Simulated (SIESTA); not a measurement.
## SiO₂: 7 runs along one coordinate

System: SiO₂ (12 atoms in the cell).
Method: Kohn-Sham DFT of a periodic cell, PBEsol, PseudoDojo 0.4 standard, converted to PSML, no spin polarisation (SIESTA 5.4.2).

The 7 runs differ only in the geometry, by an even scaling of the cell at fixed fractional positions. The structure derives from an entry of the Crystallography Open Database.

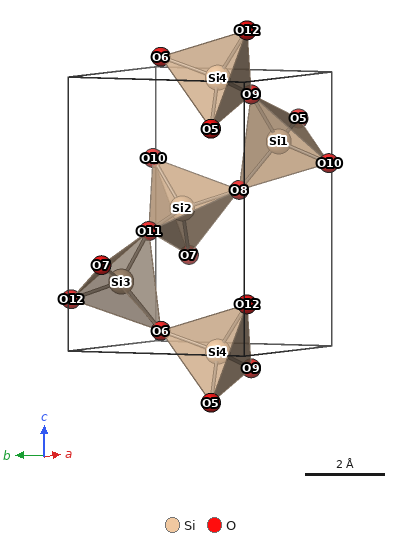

Figure 1. The structure of run 4 (polyhedral view of the cell of the calculation, seen at an oblique angle; polyhedra are completed across the faces of the cell; atoms are numbered from 1 in the order of the input). An atom can appear more than once, as a periodic image.

## Input of run 4
```
SystemName                      Cristobalite
SystemLabel                     SiO2
NumberOfSpecies                 2
NumberOfAtoms                   12
%block ChemicalSpeciesLabel
  1  14 Si
  2   8 O
%endblock ChemicalSpeciesLabel

LatticeConstant                 1.0 Ang
%block LatticeVectors
     4.9820000000     0.0000000000     0.0000000000
     0.0000000000     4.9820000000     0.0000000000
     0.0000000000     0.0000000000     6.9630000000
%endblock LatticeVectors
AtomicCoordinatesFormat         Fractional
%block AtomicCoordinatesAndAtomicSpecies
     0.7989700000     0.2010300000     0.7500000000  1  Si
     0.7010300000     0.7010300000     0.5000000000  1  Si
     0.2010300000     0.7989700000     0.2500000000  1  Si
     0.2989700000     0.2989700000     0.0000000000  1  Si
     0.1034700000     0.2398900000     0.8218700000  2  O
     0.2601100000     0.6034700000     0.0718700000  2  O
     0.8965300000     0.7601100000     0.3218700000  2  O
     0.7398900000     0.3965300000     0.5718700000  2  O
     0.6034700000     0.2601100000     0.9281300000  2  O
     0.7601100000     0.8965300000     0.6781300000  2  O
     0.3965300000     0.7398900000     0.4281300000  2  O
     0.2398900000     0.1034700000     0.1781300000  2  O
%endblock AtomicCoordinatesAndAtomicSpecies

%block kgrid.MonkhorstPack
    4   0   0  0.0
    0   4   0  0.0
    0   0   3  0.0
%endblock kgrid.MonkhorstPack
XC.Functional                   GGA
XC.Authors                      PBEsol
PAO.BasisSize                   DZP
PAO.EnergyShift                 0.003 Ry
Mesh.Cutoff                     800 Ry
OccupationFunction              FD
ElectronicTemperature           0.05 eV
MaxSCFIterations                120
SCF.MustConverge                false
SCF.Mixer.Method                Pulay
SCF.Mixer.Weight                0.25
SCF.Mixer.History               8
SCF.DM.Tolerance                5.0e-05
SCF.H.Tolerance                 1.0e-03 eV
WriteForces                     true
Charge.Mulliken                 end
```

Command:
```bash
siesta < SiO2.fdf > SiO2.out 2>&1
```

Run 6 differs from it as follows:
```diff
-     4.9820000000     0.0000000000     0.0000000000
-     0.0000000000     4.9820000000     0.0000000000
-     0.0000000000     0.0000000000     6.9630000000
+     5.0475601498     0.0000000000     0.0000000000
+     0.0000000000     5.0475601498     0.0000000000
+     0.0000000000     0.0000000000     7.0546289288
```

## Results, with one run withheld

| run | volume per atom (Å³) | free energy per atom, from the lowest run given (meV) | pressure (GPa) | gap on the mesh (eV) |
| --- | --- | --- | --- | --- |
| 1 | 13.538 | 71.43 | 18.33 | 6.38 |
| 2 | 13.826 | 42.64 | 13.77 | 6.28 |
| 3 | 14.114 | 21.65 | 9.67 | 6.16 |
| 4 | 14.402 | 7.66 | 5.97 | 6.04 |
| 5 | 14.690 | 0.00 | 2.62 | 5.91 |
| 6 | 14.978 | ? | ? | ? |
| 7 | 15.266 | 1.36 | −3.19 | 5.61 |

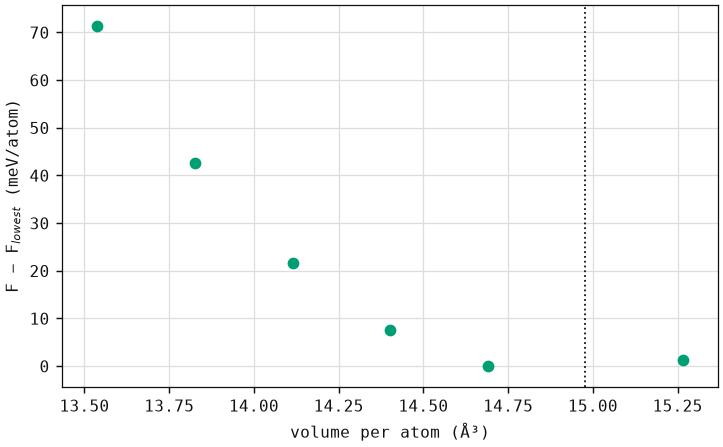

Figure 2. Free energy per atom of the runs given; the dotted line marks run 6.

Estimate the energy of run 6 from the others.

A cubic polynomial in V^(−2/3) (the Birch–Murnaghan form), fitted to the 6 runs given, misses them by at most 0.01 meV per atom. With x = V^(−2/3) − 0.16984 Å⁻², it reads F = 12.446 + 5824.3 x + 5.9019e+05 x² + 3.4552e+05 x³ (meV per atom). At run 6 it gives −1.91 meV per atom, and the run itself gives −1.93. The slope of the fit gives a pressure −dF/dV of −0.42 GPa there, and the run prints −0.42 GPa. The fit has its minimum at 14.936 Å³ per atom, where V d²F/dV² gives 152 GPa. Cell shape and fractional positions are held, so this is the stiffness under even scaling; the relaxed bulk modulus wasn't computed. The gap on the mesh goes, without turning, from 6.38 eV in run 1 to 5.61 eV in run 7; run 6 has 5.76 eV. These are gaps of this functional on this mesh, which can miss the band edges; they aren't the measured gap.

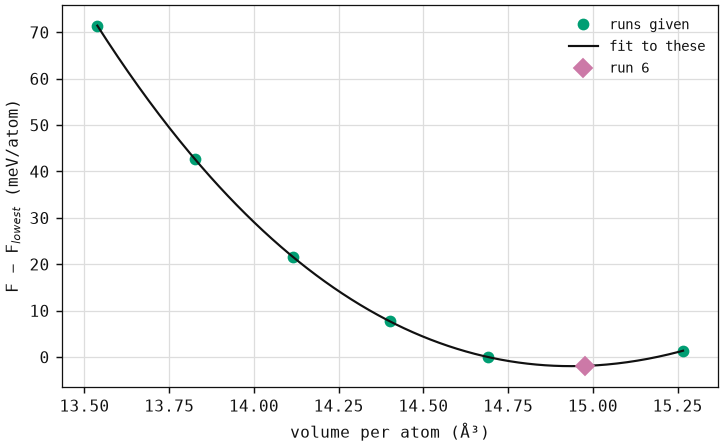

Figure 3. The fit and the withheld run.

## Some lines of the output (run 6)
```
[...]
outcell: Cell volume (Ang**3)        :    179.7369
stepf: Fermi-Dirac step function
siesta: Etot    =     -4047.735421
siesta: FreeEng =     -4047.735421
        iscf     Eharris(eV)        E_KS(eV)     FreeEng(eV)     dDmax    Ef(eV) dHmax(eV)
siesta: E_KS(eV) =            -4060.5438
siesta: E_KS - E_eggbox =     -4060.5438
siesta: Etot    =     -4060.543794
siesta: FreeEng =     -4060.543794
siesta:         Fermi =      -5.669063
siesta: Cell volume =        179.736873 Ang**3
    Orbital volume contribution        =           6.773980 eV
```

Notes: Points of doubt noted for this run: mulliken charges of long orbitals. With a small basis of atomic orbitals these values can differ much from converged plane-wave results.
